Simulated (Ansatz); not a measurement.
Run report: AlCu3, geometry relaxation (part 1 of 2)

AlCu3 (P6₃/mmc, 8 atoms in the cell), computed with DFT PBEsol, scalar-relativistic, plane waves, PAW, no spin polarisation (Ansatz 0.2.0).

The structure derives from a Materials Project entry. It belongs to a series of runs on one base structure; here: volume × 1.02, shape and atoms relaxed.

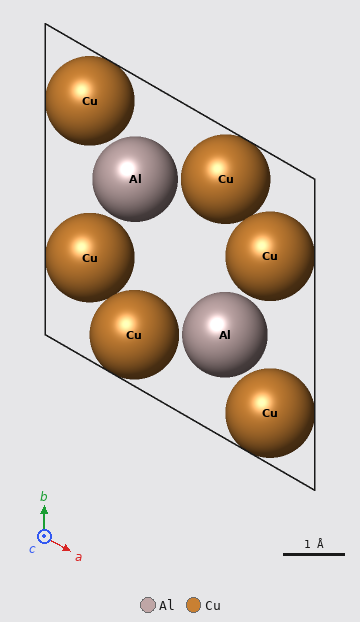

*The input geometry (spheres-only view of the cell of the calculation, along the c axis). An atom can appear more than once, as a periodic image.*

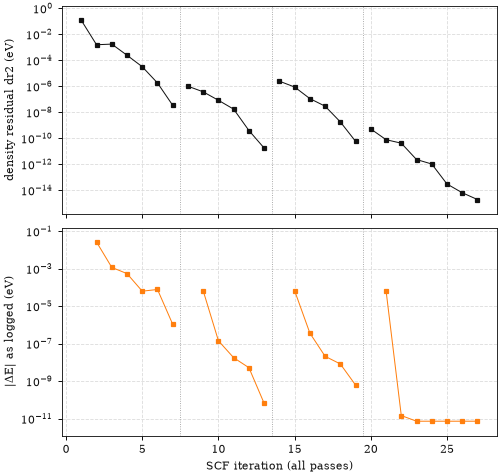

*Convergence of the self-consistent field: density residual dr2 and size of the energy change against the SCF iteration. The dotted lines part the SCF passes of the relaxation: geometry steps, rejected trials and re-solves on a re-selected basis.*

The passes take 7, 6, 6 and 8 iterations.

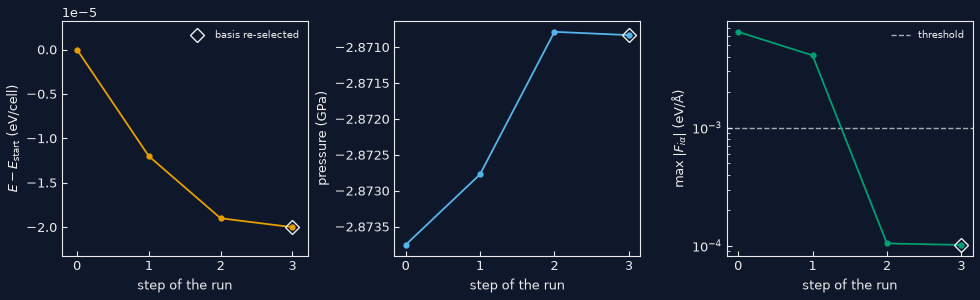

*Progress of the relaxation, step by step (the first geometry is step 0 here and step 1 in the log).*

After 2 geometry steps the energy has fallen by next to nothing (0.0 meV per cell of the calculation). Largest force component: 0.0065 eV/Å at the start, 0.0001 eV/Å at the end. The pressure goes from −2.87 to −2.87 GPa. No atom moves by more than 0.005 Å relative to the cell. The space group stays P6_3/mmc (No. 194). A last SCF at the same geometry on a re-selected plane-wave basis shifts the energy by next to nothing (0.0 meV per cell of the calculation). (Atoms are counted from 1 in the order of the input.)

The input and output of the run follow.

Input file
```yaml
crystal:
  lattice:
    - [5.1786712632, 0.0, 0.0]
    - [-2.5893356316, 4.4848608718, 0.0]
    - [0.0, 0.0, 4.2037904395]
  atoms:
    - { symbol: Al, position: [0.6666666667, 0.3333333333, 0.25] }
    - { symbol: Al, position: [0.3333333333, 0.6666666667, 0.75] }
    - { symbol: Cu, position: [0.3305652765, 0.1652826383, 0.75] }
    - { symbol: Cu, position: [0.8347173617, 0.1652826383, 0.75] }
    - { symbol: Cu, position: [0.8347173617, 0.6694347235, 0.75] }
    - { symbol: Cu, position: [0.6694347235, 0.8347173617, 0.25] }
    - { symbol: Cu, position: [0.1652826383, 0.8347173617, 0.25] }
    - { symbol: Cu, position: [0.1652826383, 0.3305652765, 0.25] }
basis:
  ecutwfc: 420
kpoints:
  mp_grid: { grid: [12, 12, 8] }
hamiltonian:
  xc: pbesol
scf:
  occupations: { method: fermi_dirac, width: 0.15 }
output:
  forces: true
  stress: true
  eigenvalues: true
relax:
  adjacent_minimum: "off"
  f_tol: 0.001
  max_steps: 60
  cell: { stress_tol: 0.01, fix: [volume] }
```

Launched with:
```bash
ansatz run input.yaml --threads 2 --pin off --max-ram 7168MiB --backend cpu --events-out ev --progress --plain --runs-dir out
```

Output
```
band count auto-derived: 73 (N_el = 120.0; filled up to band 60; 72 by the electrons, moments and atoms)
Engine: ansatz 0.2.0, x86_64-unknown-linux-gnu
Pseudopotentials: kind: paw
Pseudopotential: Al, paw, valence charge 3, recommended cutoff 420 eV (normal), Al.paw.azcp
Pseudopotential: Cu, paw, valence charge 19, recommended cutoff 420 eV (normal), Cu.paw.azcp
Functional definition: PBEsol
  exchange = pbesol_x
  correlation = pbesol_c
Crystal: 8 atoms, lattice volume = 97.636 Å³
Basis set: ecut = 420 eV, 1881 PW (Γ), exchange–correlation on 72×72×60 points (8 copies of the dense FFT grid, shifted against one another)
Bands: 73, of which v1, the nominal top of the filled ones, is band 60 counted from 1 (59 counted from 0)
Symmetry: 24 space group operations
Space group: P63/mmc (ITA 194), of the structure as read, at distance tolerance 4.6e-5 Å
k-points: 95 of 1152
Non-local potential: Al, projectors of the file, l = 0: 2, l = 1: 2, l = 2: 1
Non-local potential: Cu, projectors of the file, l = 0: 3, l = 1: 2, l = 2: 3, l = 3: 1
PAW form: soft (Blöchl's): semilocal exchange-correlation on the pseudo side does not see the compensation charge
PAW frozen core: Al, regenerated for the run's functional, and the local potential with it (the file was generated under x = pbe(κ = 0.804, μ = 0.2195149727645171), c = pbe(β = 0.06672455060314922))
PAW frozen core: Cu, regenerated for the run's functional, and the local potential with it (the file was generated under x = pbe(κ = 0.804, μ = 0.2195149727645171), c = pbe(β = 0.06672455060314922))
PAW one-centre angular grid: Al, 110 points (default); XC on 64 Gauss nodes
PAW one-centre angular grid: Cu, 590 points (default); XC on 64 Gauss nodes
Initial density: superposition of atomic densities (neutral atoms: chi_scale 0, normalization atom), corrected by the library's trained network
Initial wavefunctions: pseudopotential atomic-orbital guess
Functional: x = pbesol(κ = 0.804, μ = 0.12345679012345678), c = pbesol(β = 0.046)
SCF iter   1: F=—  HF=-40583.441450 eV  |F-HF|=—  |Δ(HF+E_count)|=         —  Δρ=1.54e-2  dr2=1.18e-1  ethr=1.77e-3  ⟨swp⟩=5.3  Hψ=25174  notcnv=0  defer=57
preconditioner: auto → Kerker (q_TF=auto, 2.824 Å⁻¹)  [metal: Δε(μ)=0.018 eV  Ē_g=9.012 eV  σ=0.150 eV  W_gap=0.03  n_scr=32 (ndim 8)  ℏωp=31.9 eV  f_vac=0.000  D(μ)=2.57/eV (n_scr^D=20)]
SCF iter   2: F=—  HF=-40583.414895 eV  |F-HF|=—  |Δ(HF+E_count)|=   2.66e-2  Δρ=1.42e-3  dr2=1.57e-3  ethr=9.83e-5  ⟨swp⟩=2.1  Hψ=11661  notcnv=0  defer=106
SCF iter   3: F=—  HF=-40583.413710 eV  |F-HF|=—  |Δ(HF+E_count)|=   1.18e-3  Δρ=1.67e-3  dr2=1.76e-3  ethr=1.31e-6  ⟨swp⟩=2.0  Hψ=11753  notcnv=0  defer=106
SCF iter   4: F=—  HF=-40583.413162 eV  |F-HF|=—  |Δ(HF+E_count)|=   5.48e-4  Δρ=5.41e-4  dr2=2.44e-4  ethr=1.31e-6  ⟨swp⟩=2.5  Hψ=9858  notcnv=0  defer=106
SCF iter   5: F=—  HF=-40583.413099 eV  |F-HF|=—  |Δ(HF+E_count)|=   6.34e-5  Δρ=1.44e-4  dr2=3.19e-5  ethr=2.04e-7  ⟨swp⟩=2.2  Hψ=9299  notcnv=0  defer=106
SCF iter   6: F=—  HF=-40583.413021 eV  |F-HF|=—  |Δ(HF+E_count)|=   7.81e-5  Δρ=2.92e-5  dr2=1.80e-6  ethr=2.65e-8  ⟨swp⟩=2.0  Hψ=10069  notcnv=0  defer=106
SCF iter   7: F=-40583.413019 eV  HF=-40583.413019 eV  |F-HF|=2.71e-8  |Δ(HF+E_count)|=   1.08e-6  Δρ=5.54e-6  dr2=3.42e-8  ethr=8.33e-11  ⟨swp⟩=7.7  Hψ=31222  notcnv=0
SCF 1 converged in 7 iterations: F = -40583.413019 eV  dr2 = 3.42e-8
  greatest PAW one-centre occupation: 1.000 electrons in one spin orbital (limit 2), on the Cu atom at site 7 (counted from 0), in its partial waves of l = 0
relax step   1: F+E_penalty+E_count = -40583.41301940 eV  Δ(F+E_penalty+E_count) = +0.000e0 eV  max|allowed force component| = 6.483e-3 eV/Å  Δτ_max = 0.0000 Å  P = -2.874 GPa  Ω = 97.636 Å³  fix = [volume]  reactions: volume -2.874 GPa  (7 SCF iters, dr2 threshold 1.00e-7 eV, accepted)
Initial density: handed on by an earlier stage of this run
Initial wavefunctions: those handed on with the density
iter 1 solved again at ethr=8.54e-10 eV; its pass at ethr=3.10e-3 eV (dr2=1.02e-6 eV) is discarded
SCF iter   1: F=—  HF=-40583.413098 eV  |F-HF|=—  |Δ(HF+E_count)|=         —  Δρ=4.83e-5  dr2=1.01e-6  ethr=8.54e-10  ⟨swp⟩=2.1  Hψ=26228  notcnv=0
preconditioner: auto → Kerker (q_TF=auto, 2.824 Å⁻¹)  [metal: Δε(μ)=0.009 eV  Ē_g=9.083 eV  σ=0.150 eV  W_gap=0.02  n_scr=32 (ndim 8)  ℏωp=31.9 eV  f_vac=0.000  D(μ)=2.55/eV (n_scr^D=20)]
SCF iter   2: F=—  HF=-40583.413031 eV  |F-HF|=—  |Δ(HF+E_count)|=   6.64e-5  Δρ=2.72e-5  dr2=3.74e-7  ethr=8.42e-10  ⟨swp⟩=2.0  Hψ=8400  notcnv=0
SCF iter   3: F=—  HF=-40583.413031 eV  |F-HF|=—  |Δ(HF+E_count)|=   1.42e-7  Δρ=9.57e-6  dr2=8.37e-8  ethr=3.12e-10  ⟨swp⟩=2.0  Hψ=11013  notcnv=0
SCF iter   4: F=—  HF=-40583.413031 eV  |F-HF|=—  |Δ(HF+E_count)|=   1.78e-8  Δρ=2.75e-6  dr2=1.74e-8  ethr=6.97e-11  ⟨swp⟩=2.0  Hψ=9489  notcnv=0
iter 5 did not close the SCF: its close was put off for the readings that it lacked (scf_convergence_deferred on its scf_iter line)
SCF iter   5: F=-40583.413031 eV  HF=-40583.413031 eV  |F-HF|=2.84e-10  |Δ(HF+E_count)|=   5.24e-9  Δρ=4.60e-7  dr2=3.96e-10  ethr=1.45e-11  ⟨swp⟩=2.0  Hψ=10182  notcnv=0
SCF iter   6: F=-40583.413031 eV  HF=-40583.413031 eV  |F-HF|=7.28e-12  |Δ(HF+E_count)|=  6.55e-11  Δρ=1.35e-7  dr2=1.77e-11  ethr=1.00e-12  ⟨swp⟩=2.0  Hψ=19966  notcnv=0
SCF 2 converged in 6 iterations: F = -40583.413031 eV  dr2 = 1.77e-11
  greatest PAW one-centre occupation: 1.000 electrons in one spin orbital (limit 2), on the Cu atom at site 5 (counted from 0), in its partial waves of l = 0
relax step   2: F+E_penalty+E_count = -40583.41303120 eV  Δ(F+E_penalty+E_count) = -1.180e-5 eV  max|allowed force component| = 4.098e-3 eV/Å  Δτ_max = 0.0002 Å  P = -2.873 GPa  Ω = 97.636 Å³  energy of the carried Pulay correction = -3.451e-17 eV  fix = [volume]  reactions: volume -2.873 GPa  (6 SCF iters, dr2 threshold 6.78e-9 eV, accepted)
iter 1 solved again at ethr=2.08e-9 eV; its pass at ethr=3.10e-3 eV (dr2=2.50e-6 eV) is discarded
SCF iter   1: F=—  HF=-40583.413106 eV  |F-HF|=—  |Δ(HF+E_count)|=         —  Δρ=7.92e-5  dr2=2.47e-6  ethr=2.08e-9  ⟨swp⟩=2.2  Hψ=26234  notcnv=0
preconditioner: auto → Kerker (q_TF=auto, 2.824 Å⁻¹)  [metal: Δε(μ)=0.007 eV  Ē_g=9.083 eV  σ=0.150 eV  W_gap=0.01  n_scr=32 (ndim 8)  ℏωp=31.9 eV  f_vac=0.000  D(μ)=2.55/eV (n_scr^D=20)]
SCF iter   2: F=—  HF=-40583.413039 eV  |F-HF|=—  |Δ(HF+E_count)|=   6.72e-5  Δρ=4.43e-5  dr2=8.79e-7  ethr=2.06e-9  ⟨swp⟩=1.1  Hψ=6944  notcnv=0
SCF iter   3: F=—  HF=-40583.413038 eV  |F-HF|=—  |Δ(HF+E_count)|=   3.68e-7  Δρ=1.02e-5  dr2=1.13e-7  ethr=7.33e-10  ⟨swp⟩=2.1  Hψ=11327  notcnv=0
SCF iter   4: F=—  HF=-40583.413038 eV  |F-HF|=—  |Δ(HF+E_count)|=   2.12e-8  Δρ=3.84e-6  dr2=2.95e-8  ethr=9.44e-11  ⟨swp⟩=2.0  Hψ=9528  notcnv=0
iter 5 did not close the SCF: its close was put off for the readings that it lacked (scf_convergence_deferred on its scf_iter line)
SCF iter   5: F=-40583.413038 eV  HF=-40583.413038 eV  |F-HF|=1.54e-9  |Δ(HF+E_count)|=   8.27e-9  Δρ=7.93e-7  dr2=1.82e-9  ethr=2.46e-11  ⟨swp⟩=2.0  Hψ=10118  notcnv=0
SCF iter   6: F=-40583.413038 eV  HF=-40583.413038 eV  |F-HF|=4.37e-11  |Δ(HF+E_count)|=  6.18e-10  Δρ=1.77e-7  dr2=5.85e-11  ethr=1.52e-12  ⟨swp⟩=2.1  Hψ=20918  notcnv=0
SCF 3 converged in 6 iterations: F = -40583.413038 eV  dr2 = 5.85e-11
relax step   3: F+E_penalty+E_count = -40583.41303845 eV  Δ(F+E_penalty+E_count) = -7.243e-6 eV  max|allowed force component| = 1.047e-4 eV/Å  Δτ_max = 0.0004 Å  P = -2.871 GPa  Ω = 97.636 Å³  energy of the carried Pulay correction = +3.451e-17 eV  fix = [volume]  reactions: volume -2.871 GPa  (6 SCF iters, dr2 threshold 2.35e-9 eV, accepted)
Initial wavefunctions: pseudopotential atomic-orbital guess (no wavefunctions were taken with the density)
iter 1 solved again at ethr=2.59e-8 eV; its pass at ethr=3.10e-3 eV (dr2=3.11e-5 eV) is discarded
SCF iter   1: F=—  HF=-40583.413107 eV  |F-HF|=—  |Δ(HF+E_count)|=         —  Δρ=8.93e-7  dr2=5.20e-10  ethr=2.59e-8  ⟨swp⟩=3.0  Hψ=42379  notcnv=0
eigensolver tolerance schedule: the retry pair's looser diagonalisation over-reported the residual by 59861.97 of it (diagonalisation noise at 1.00 of the residual, at the tolerance the schedule requests for it); recorded, not acted on — ethr = c·dr2/N_el stays at c = 1.0e-1
SCF iter   2: F=—  HF=-40583.413039 eV  |F-HF|=—  |Δ(HF+E_count)|=   6.79e-5  Δρ=4.97e-7  dr2=7.80e-11  ethr=1.00e-12  ⟨swp⟩=3.0  Hψ=17826  notcnv=0
SCF iter   3: F=—  HF=-40583.413039 eV  |F-HF|=—  |Δ(HF+E_count)|=  1.46e-11  Δρ=3.33e-7  dr2=4.20e-11  ethr=1.00e-12  ⟨swp⟩=1.0  Hψ=6935  notcnv=0
iter 4 did not close the SCF: its close was put off for the readings that it lacked (scf_convergence_deferred on its scf_iter line)
SCF iter   4: F=-40583.413039 eV  HF=-40583.413039 eV  |F-HF|=7.28e-12  |Δ(HF+E_count)|=  7.28e-12  Δρ=4.53e-8  dr2=2.32e-12  ethr=1.00e-12  ⟨swp⟩=1.0  Hψ=6935  notcnv=0
iter 5 did not close the SCF: its close was put off for the readings that it lacked (scf_convergence_deferred on its scf_iter line)
SCF iter   5: F=-40583.413039 eV  HF=-40583.413039 eV  |F-HF|=2.18e-11  |Δ(HF+E_count)|=  7.28e-12  Δρ=3.81e-8  dr2=1.05e-12  ethr=1.00e-12  ⟨swp⟩=1.0  Hψ=6935  notcnv=0
iter 6 did not close the SCF: its close was put off for the readings that it lacked (scf_convergence_deferred on its scf_iter line)
SCF iter   6: F=-40583.413039 eV  HF=-40583.413039 eV  |F-HF|=0.00e0  |Δ(HF+E_count)|=  7.28e-12  Δρ=6.36e-9  dr2=3.04e-14  ethr=1.00e-12  ⟨swp⟩=1.0  Hψ=6935  notcnv=0
iter 7 did not close the SCF: its close was put off for the readings that it lacked (scf_convergence_deferred on its scf_iter line)
SCF iter   7: F=-40583.413039 eV  HF=-40583.413039 eV  |F-HF|=7.28e-12  |Δ(HF+E_count)|=  7.28e-12  Δρ=3.18e-9  dr2=6.47e-15  ethr=1.00e-12  ⟨swp⟩=1.0  Hψ=6935  notcnv=0
SCF iter   8: F=-40583.413039 eV  HF=-40583.413039 eV  |F-HF|=7.28e-12  |Δ(HF+E_count)|=  7.28e-12  Δρ=1.78e-9  dr2=1.94e-15  ethr=1.00e-12  ⟨swp⟩=2.0  Hψ=18921  notcnv=0
SCF 4 converged in 8 iterations: F = -40583.413039 eV  dr2 = 1.94e-15
```
